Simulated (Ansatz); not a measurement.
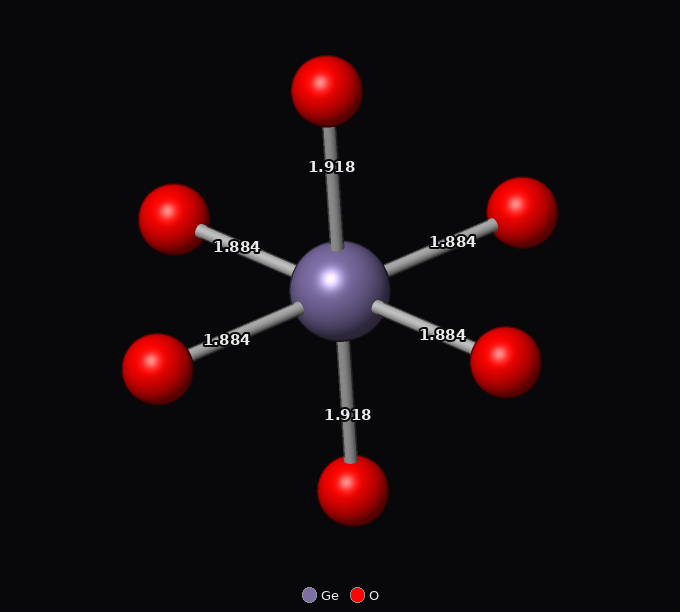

The surroundings of site Ge1 (at 0.000, 0.000, 0.000) in GeO$_{2}$ (P4_2/mnm, No. 136), with bond lengths in Å.

Origin of the cell: the geometry relaxed with DFT PBEsol, scalar-relativistic, plane waves, PAW in Ansatz 0.2.0.

```
Ge O
1.0
     4.42781    0.00000    0.00000
     0.00000    4.42781    0.00000
     0.00000    0.00000    2.88425
Ge O
2 4
Direct
  0.00000 0.00000 0.00000
  0.50000 0.50000 0.50000
  0.30631 0.30631 0.00000
  0.19369 0.80631 0.50000
  0.69369 0.69369 0.00000
  0.80631 0.19369 0.50000
```

Bond valence s = exp((R0 − d)/b), R0 fitted to published crystal structures with b = 0.37 Å; R0 in Å: Ge4+–O 1.738.

> Calculate the bond-valence sum of Ge1 from the bonds drawn.

4 × 0.674 + 2 × 0.615 = 3.93 v.u., against a formal valence of 4: a close match.

> And over the whole structure?

| site | x, y, z | formal valence | bond-valence sum | difference |
| --- | --- | --- | --- | --- |
| Ge1 | 0.000, 0.000, 0.000 | +4 | 4.04 | 0.04 |
| O1 | 0.306, 0.306, 0.000 | −2 | 2.02 | 0.02 |

These sums include all anions within 5 Å. The global instability index (root mean square of the differences over all atoms) is 0.03 v.u.: little strain.
